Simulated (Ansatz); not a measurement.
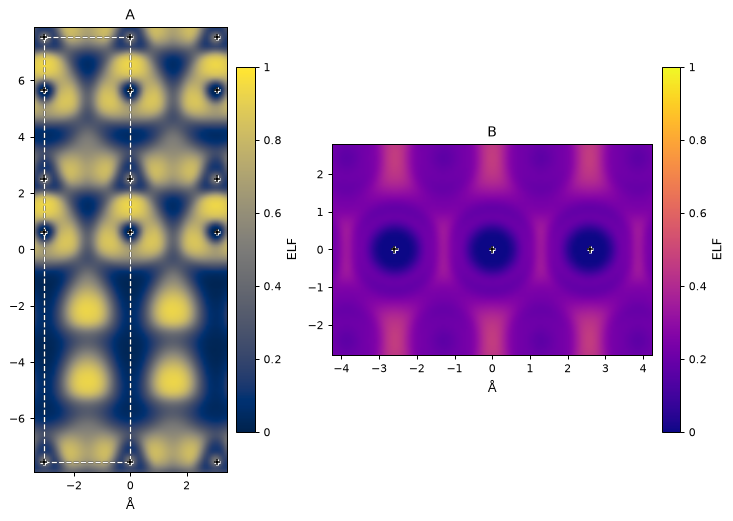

The electron localisation function of 2 systems, each on a plane through atoms (crosses mark nuclei in the plane).

These are results of DFT PBEsol, scalar-relativistic, plane waves, PAW in Ansatz 0.2.0, not measurements.

System 1: Zn, the (010) plane of the conventional cell. Space group P6₃/mmc.

```yaml
crystal:
  lattice:
    - [2.59268, 0.00000, 0.00000]
    - [-1.29634, 2.24533, 0.00000]
    - [0.00000, 0.00000, 4.89507]
  atoms:
    - { symbol: Zn, position: [0.33333, 0.66667, 0.25000] }
    - { symbol: Zn, position: [0.66667, 0.33333, 0.75000] }
```

System 2: SiC, the (100) plane of the conventional cell. Space group P6₃mc.

```yaml
crystal:
  lattice:
    - [3.07909, 0.00000, 0.00000]
    - [-1.53954, 2.66657, 0.00000]
    - [0.00000, 0.00000, 15.10769]
  atoms:
    - { symbol: Si, position: [0.00000, 0.00000, 0.12503] }
    - { symbol: Si, position: [0.00000, 0.00000, 0.62503] }
    - { symbol: Si, position: [0.33333, 0.66667, 0.29182] }
    - { symbol: Si, position: [0.66667, 0.33333, 0.79182] }
    - { symbol: Si, position: [0.33333, 0.66667, 0.95831] }
    - { symbol: Si, position: [0.66667, 0.33333, 0.45831] }
    - { symbol: C, position: [0.00000, 0.00000, 0.99969] }
    - { symbol: C, position: [0.00000, 0.00000, 0.49969] }
    - { symbol: C, position: [0.33333, 0.66667, 0.16683] }
    - { symbol: C, position: [0.66667, 0.33333, 0.66683] }
    - { symbol: C, position: [0.33333, 0.66667, 0.83332] }
    - { symbol: C, position: [0.66667, 0.33333, 0.33332] }
```

### Match each panel to its system.

Panel A is system 2, SiC: the plane holds Si and C. Si–C (1.89 Å): the ELF peaks at about 0.95 between the atoms (a covalent bond). Panel B is system 1, Zn: the plane holds Zn. Zn–Zn (2.59 Å): the ELF is about 0.35 at the midpoint.
